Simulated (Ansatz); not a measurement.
GaN: band-structure calculation (part 1 of 2)

System: GaN (P6₃mc, 8 atoms in the cell).
Method: DFT, LDA, plane waves, PAW, no spin polarisation (Ansatz 0.2.0).

The structure was built on a prototype by a generator. The geometry comes from this level: r2SCAN.

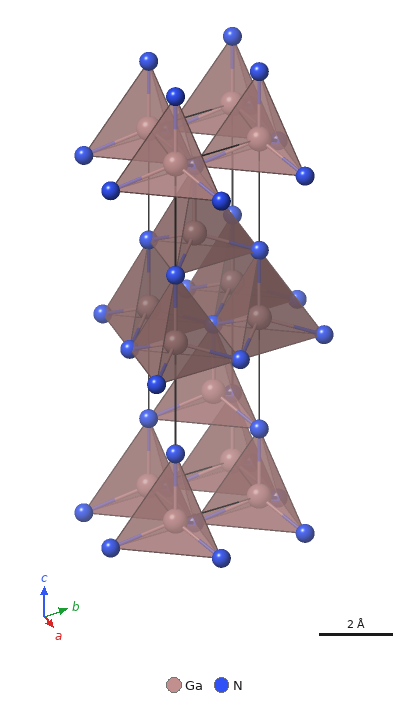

*The structure (polyhedral view of the cell of the calculation, seen slightly off an axis; polyhedra are completed across the faces of the cell).*

Input:
```yaml
crystal:
  lattice:
    - [3.1816940577, 0.0, 0.0]
    - [-1.5908470288, 2.7554278811, 0.0]
    - [0.0, 0.0, 10.3772901642]
  atoms:
    - { symbol: Ga, position: [0.0, 0.0, -0.0003613162] }
    - { symbol: Ga, position: [0.3333333333, 0.6666666667, 0.2499322511] }
    - { symbol: Ga, position: [0.0, 0.0, 0.4996386838] }
    - { symbol: Ga, position: [0.6666666667, 0.3333333333, 0.7499322511] }
    - { symbol: "N", position: [0.0, 0.0, 0.1876438573] }
    - { symbol: "N", position: [0.3333333333, 0.6666666667, 0.4377852078] }
    - { symbol: "N", position: [0.0, 0.0, 0.6876438573] }
    - { symbol: "N", position: [0.6666666667, 0.3333333333, 0.9377852078] }
kpoints:
  mp_grid: { grid: [12, 12, 4] }
  band_path:
    path:
      - [0.0, 0.0, 0.0]
      - [0.5, 0.0, 0.0]
      - [0.3333333333, 0.3333333333, 0.0]
      - [0.0, 0.0, 0.5]
      - [0.5, 0.0, 0.5]
      - [0.3333333333, 0.3333333333, 0.5]
    npoints: 1
hamiltonian:
  xc: lda
scf:
  occupations: { method: fixed }
  n_extra_bands: 6
output:
  forces: true
  stress: true
  eigenvalues: true
  write_density: true
  write_potential: true
  elf: true
  volumetric_format: npy
```

Launch command:
```bash
ansatz run input.yaml --threads 8 --pin off --max-ram 12902MiB --backend cpu --events-out ev --progress --plain --runs-dir out
```

Output:
```
scf.n_extra_bands = 6 over 36 filled bands (N_el = 72.0): the run solves 42 bands
Engine: ansatz 0.2.0, x86_64-unknown-linux-gnu
Pseudopotentials: kind: paw
Pseudopotential: Ga, paw, valence charge 13, recommended cutoff 420 eV (normal), Ga.paw.azcp
Pseudopotential: N, paw, valence charge 5, recommended cutoff 420 eV (normal), N.paw.azcp
Functional definition: SPW92
  exchange = slater_x
  correlation = pw_c
Crystal: 8 atoms, lattice volume = 90.977 Å³
Basis set: ecut = 420 eV, 1787 PW (Γ)
Bands: 42, of which v1, the nominal top of the filled ones, is band 36 counted from 1 (35 counted from 0)
Symmetry: 12 space group operations
Space group: P63mc (ITA 186), of the structure as read, at distance tolerance 4.5e-5 Å
k-points: 57 of 576 (time reversal used)
Non-local potential: Ga, projectors of the file, l = 0: 2, l = 1: 2, l = 2: 3, l = 3: 1
Non-local potential: N, projectors of the file, l = 0: 2, l = 1: 2, l = 2: 1
PAW form: soft (Blöchl's): semilocal exchange-correlation on the pseudo side does not see the compensation charge
PAW frozen core: Ga, regenerated for the run's functional, and the local potential with it (the file was generated under x = pbe(κ = 0.804, μ = 0.2195149727645171), c = pbe(β = 0.06672455060314922))
PAW frozen core: N, regenerated for the run's functional, and the local potential with it (the file was generated under x = pbe(κ = 0.804, μ = 0.2195149727645171), c = pbe(β = 0.06672455060314922))
PAW one-centre angular grid: Ga, 590 points (default); XC on 64 Gauss nodes
PAW one-centre angular grid: N, 110 points (default); XC on 64 Gauss nodes
Initial density: superposition of atomic densities (neutral atoms: chi_scale 0, normalization atom), corrected by the library's trained network
Initial wavefunctions: pseudopotential atomic-orbital guess
Functional: x = slater, c = lda
SCF iter   1: F=—  HF=-16328.362129 eV  |F-HF|=—  |Δ(HF+E_count)|=         —  Δρ=1.35e-2  dr2=1.59e-1  ethr=1.77e-3  ⟨swp⟩=4.8  Hψ=7607  notcnv=0  defer=214
preconditioner: auto → Resta (q_TF=auto, 2.624 Å⁻¹)  ε∞=5.3  [insulator: Δε(μ)=1.747 eV  Ē_g=15.943 eV  n_scr=38 (ndim 8)  ℏωp=33.0 eV  f_vac=0.004  ε∞_Penn≈5.3]
SCF iter   2: F=—  HF=-16328.316950 eV  |F-HF|=—  |Δ(HF+E_count)|=   4.52e-2  Δρ=3.63e-3  dr2=6.98e-3  ethr=2.21e-4  ⟨swp⟩=2.0  Hψ=3460  notcnv=0  defer=226
SCF iter   3: F=—  HF=-16328.314983 eV  |F-HF|=—  |Δ(HF+E_count)|=   1.97e-3  Δρ=1.62e-3  dr2=1.21e-3  ethr=9.69e-6  ⟨swp⟩=2.0  Hψ=3060  notcnv=0  defer=228
SCF iter   4: F=—  HF=-16328.314560 eV  |F-HF|=—  |Δ(HF+E_count)|=   4.23e-4  Δρ=1.53e-4  dr2=1.56e-5  ethr=1.68e-6  ⟨swp⟩=2.1  Hψ=3009  notcnv=0  defer=227
SCF iter   5: F=—  HF=-16328.314564 eV  |F-HF|=—  |Δ(HF+E_count)|=   4.59e-6  Δρ=9.12e-5  dr2=7.34e-6  ethr=2.16e-8  ⟨swp⟩=2.0  Hψ=4338  notcnv=0  defer=116
SCF iter   6: F=—  HF=-16328.314563 eV  |F-HF|=—  |Δ(HF+E_count)|=   1.68e-6  Δρ=1.37e-5  dr2=1.65e-7  ethr=1.02e-8  ⟨swp⟩=2.7  Hψ=4295  notcnv=0  defer=116
SCF iter   7: F=-16328.314563 eV  HF=-16328.314563 eV  |F-HF|=5.57e-8  |Δ(HF+E_count)|=   2.17e-8  Δρ=6.60e-6  dr2=3.40e-8  ethr=1.39e-10  ⟨swp⟩=13.7  Hψ=17094  notcnv=0
SCF 1 converged in 7 iterations: F = -16328.314563 eV  dr2 = 3.40e-8
  greatest PAW one-centre occupation: 0.996 electrons in one spin orbital (limit 2), on the Ga atom at site 1 (counted from 0), in its partial waves of l = 2
```

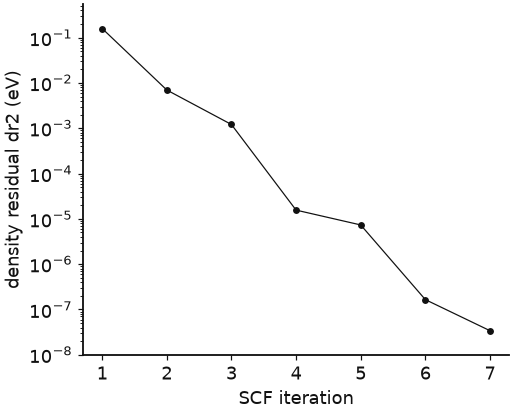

*Convergence of the self-consistent field: density residual dr2 against the SCF iteration.*

The residual falls at every step.

```
NSCF: frozen V_eff on 6 k-points
SCF converged after 7 iterations
Free energy (F): -16328.314563 eV
Harris-Foulkes:  -16328.314563 eV  (|F-HF|=5.57e-8)
Internal energy: -16328.314563 eV  (E = F + TS)
E sigma→0 (E₀):  -16328.314563 eV
Fermi energy:    9.382909 eV
--- Per-component energies (eV) ---
  E_band       = -46.229298
  E_kinetic    = 987.149065
  E_local      = -7800.619442  (includes V_loc(G=0)·N_el)
  E_nonlocal   = 1910.226534
  E_hartree    = 3578.756749
  E_xc         = -511.075790
  E_vxc        = -536.473448  (∫ρ·V_xc dr)
  E_paw        = -8140.311036  (= ΣΔE_a)
  E_vpaw       = -1764.033771  (= ΣTr[D̂ρ^β])
  E_aug_tail   = 0.000284  (compensation charges beyond the density's cutoff)
  E_ewald      = -6359.675023
  E_core_change = 7.234096  (= ΣΔE_core)
  E_smearing   = -0.000000  (= −TS)
  E_closure    = 0.000000  (closes the sum)
  Σ components = -16328.314563   (vs F -16328.314563, Δ=0.00e0)
--- Forces (eV/Å), atoms counted from 1 ---
  atom   1  Ga    -0.00000000     0.00000000     0.00957998
  atom   2  Ga    -0.00000000     0.00000000    -0.00370440
  atom   3  Ga     0.00000000     0.00000000     0.00957998
  atom   4  Ga     0.00000000    -0.00000000    -0.00370440
  atom   5  N      0.00000000     0.00000000    -0.00558122
  atom   6  N     -0.00000000     0.00000000    -0.00029311
  atom   7  N     -0.00000000     0.00000000    -0.00558122
  atom   8  N      0.00000000    -0.00000000    -0.00029311
  max |Σ_I F_I| component: 2.51e-6 eV/Å
--- Stress (GPa, compression-positive) ---
       -5.481925       0.000000      -0.000000
        0.000000      -5.481925       0.000000
       -0.000000       0.000000      -5.340181
  P = ⅓ Tr σ = -5.4347 GPa (-54.347 kbar)
--- Band table (eV; the first three rows and the last of 57) ---
  k-point 0: bands = ["-6.4919", "-5.9502", "-5.9408", "-5.6325", "-4.2077", "-4.2007", "-4.2007", "-4.1767", "-4.1767", "-4.1394", "-4.1394", "-4.1271", "-4.1271", "-3.9108", "-3.9108", "-3.9047", "-3.9047", "-3.8591", "-3.8591", "-3.8390", "-3.8390", "-3.8248", "-3.8134", "-2.4740", "2.2246", "5.5070", "5.5172", "8.3647", "8.3647", "8.8297", "8.8297", "8.8662", "8.8662", "9.3618", "9.3829", "9.3829", "11.2367", "13.3600", "13.6721", "13.7543", "17.6999", "18.0300"]
  k-point 1: bands = ["-6.4462", "-6.1362", "-5.7920", "-5.6467", "-4.1975", "-4.1975", "-4.1937", "-4.1807", "-4.1807", "-4.1375", "-4.1375", "-4.1288", "-4.1288", "-4.0310", "-3.9096", "-3.9096", "-3.9052", "-3.9052", "-3.8563", "-3.8563", "-3.8420", "-3.8420", "-3.4833", "-2.6506", "2.5260", "4.3460", "6.7066", "8.4000", "8.4000", "8.6570", "8.6570", "8.8555", "9.0461", "9.0461", "9.3402", "9.3402", "11.6555", "13.0253", "13.7613", "13.7674", "17.7873", "18.1385"]
  k-point 2: bands = ["-6.3183", "-6.3183", "-5.6951", "-5.6951", "-4.1895", "-4.1895", "-4.1895", "-4.1895", "-4.1433", "-4.1433", "-4.1331", "-4.1331", "-4.1331", "-4.1331", "-3.9070", "-3.9070", "-3.9070", "-3.9070", "-3.8492", "-3.8492", "-3.8492", "-3.8492", "-3.0543", "-3.0543", "3.3025", "3.3025", "7.8549", "7.8549", "8.5009", "8.5009", "8.5009", "8.5009", "9.2196", "9.2196", "9.2196", "9.2196", "12.3801", "12.3801", "13.7884", "13.7884", "17.9705", "17.9705"]
  k-point 56: bands = ["-5.5111", "-5.5111", "-5.4922", "-5.4922", "-4.1420", "-4.1420", "-4.0371", "-4.0371", "-4.0241", "-4.0241", "-4.0010", "-4.0010", "-3.9369", "-3.9369", "-3.9109", "-3.9109", "-3.8946", "-3.8946", "-3.8582", "-3.8582", "-1.9842", "-1.9842", "-1.9508", "-1.9508", "3.2756", "3.2756", "3.4841", "3.4841", "4.8078", "4.8078", "5.6029", "5.6029", "7.1515", "7.1515", "7.4216", "7.4216", "14.7973", "14.7973", "16.4688", "16.4688", "16.8251", "16.8251"]
```

File bands.tsv:
```
# k_distance	band_0	band_1	band_2	band_3	band_4	band_5	band_6	band_7	band_8	band_9	band_10	band_11	band_12	band_13	band_14	band_15	band_16	band_17	band_18	band_19	band_20	band_21	band_22	band_23	band_24	band_25	band_26	band_27	band_28	band_29	band_30	band_31	band_32	band_33	band_34	band_35	band_36	band_37	band_38	band_39	band_40	band_41
# fermi_ev = 9.382909
# lock_threshold_ev = 1e-6
# [0, 0, 0] at k_distance = 0.000000
# [0.5, 0, 0] at k_distance = 1.140147
# [0.3333333333, 0.3333333333, 0] at k_distance = 1.798411
# [0, 0, 0.5] at k_distance = 3.149298
# [0.5, 0, 0.5] at k_distance = 4.289445
# [0.3333333333, 0.3333333333, 0.5] at k_distance = 4.947709
# levels_relative_to = fermi_ev
# free_energy_ev = -16328.314563
# largest_residual_norms_ev = 2.648e-4 4.444e-4 1.607e-4 3.683e-4 1.374e-3 1.578e-3 1.619e-3 1.849e-3 8.713e-4 9.875e-4 1.214e-3 1.391e-3 1.408e-3 1.569e-3 8.065e-4 8.110e-4 1.035e-3 1.027e-3 8.760e-4 9.603e-4 1.038e-3 9.537e-4 1.876e-4 2.189e-4 5.158e-4 5.438e-4 5.179e-4 5.510e-4 3.715e-4 4.734e-4 4.772e-4 6.857e-4 6.923e-4 9.327e-4 4.783e-4 5.293e-4 1.182e-3 9.165e-4 2.998e-4 4.168e-4 8.337e-4 1.079e-3
0.000000	-15.874818	-15.333100	-15.323753	-15.015372	-13.590606	-13.583638	-13.583638	-13.559632	-13.559632	-13.522350	-13.522350	-13.510014	-13.510014	-13.293664	-13.293664	-13.287562	-13.287562	-13.242001	-13.242001	-13.221875	-13.221875	-13.207728	-13.196317	-11.856860	-7.158294	-3.875949	-3.865715	-1.018226	-1.018226	-0.553253	-0.553253	-0.516691	-0.516691	-0.021081	0.000000	0.000000	1.853763	3.977105	4.289145	4.371373	8.317019	8.647096
1.140147	-15.019954	-14.909220	-14.904938	-14.867019	-13.543334	-13.510581	-13.502573	-13.473144	-13.440802	-13.407821	-13.385115	-13.372383	-13.335350	-13.302583	-13.279893	-13.236835	-13.230960	-13.226436	-13.207375	-13.191710	-11.921227	-11.734110	-11.655612	-11.377072	-7.045716	-6.677117	-5.978724	-5.628441	-3.871381	-3.167936	-2.768049	-1.966624	-1.950823	-1.886449	-1.303505	-1.000569	3.689992	3.978314	5.244867	5.639061	7.070305	7.285836
1.798411	-14.916172	-14.875109	-14.875109	-14.871324	-13.522816	-13.522816	-13.452360	-13.428495	-13.428495	-13.364841	-13.358846	-13.358846	-13.336821	-13.316960	-13.316960	-13.282069	-13.282069	-13.273989	-13.245074	-13.245074	-11.376263	-11.357730	-11.333916	-11.333916	-6.247140	-6.053197	-6.053197	-5.407659	-4.857806	-4.857806	-3.344433	-3.344433	-3.037714	-2.205684	-2.205684	-1.511386	5.855242	5.855242	6.315741	6.763920	6.763920	7.710738
3.149298	-15.701196	-15.701196	-15.078029	-15.078029	-13.572387	-13.572387	-13.572387	-13.572387	-13.526212	-13.526212	-13.515975	-13.515975	-13.515975	-13.515975	-13.289938	-13.289938	-13.289938	-13.289938	-13.232112	-13.232112	-13.232112	-13.232112	-12.437187	-12.437187	-6.080415	-6.080415	-1.528008	-1.528008	-0.882023	-0.882023	-0.882023	-0.882023	-0.163326	-0.163326	-0.163326	-0.163326	2.997142	2.997142	4.405447	4.405447	8.587634	8.587634
4.289445	-14.979243	-14.979243	-14.871869	-14.871869	-13.522667	-13.522667	-13.475000	-13.475000	-13.472016	-13.472016	-13.325815	-13.325815	-13.321930	-13.321930	-13.275913	-13.275913	-13.228435	-13.228435	-13.201028	-13.201028	-11.862945	-11.862945	-11.483238	-11.483238	-6.750084	-6.750084	-6.053673	-6.053673	-3.148125	-3.148125	-2.542161	-2.542161	-1.908206	-1.908206	-1.302678	-1.302678	4.300837	4.300837	5.059153	5.059153	6.681754	6.681754
4.947709	-14.894045	-14.894045	-14.875102	-14.875102	-13.524908	-13.524908	-13.419961	-13.419961	-13.407025	-13.407025	-13.383897	-13.383897	-13.319837	-13.319837	-13.293773	-13.293773	-13.277493	-13.277493	-13.241071	-13.241071	-11.367150	-11.367150	-11.333703	-11.333703	-6.107332	-6.107332	-5.898822	-5.898822	-4.575142	-4.575142	-3.780033	-3.780033	-2.231379	-2.231379	-1.961350	-1.961350	5.414406	5.414406	7.085919	7.085919	7.442192	7.442192
```
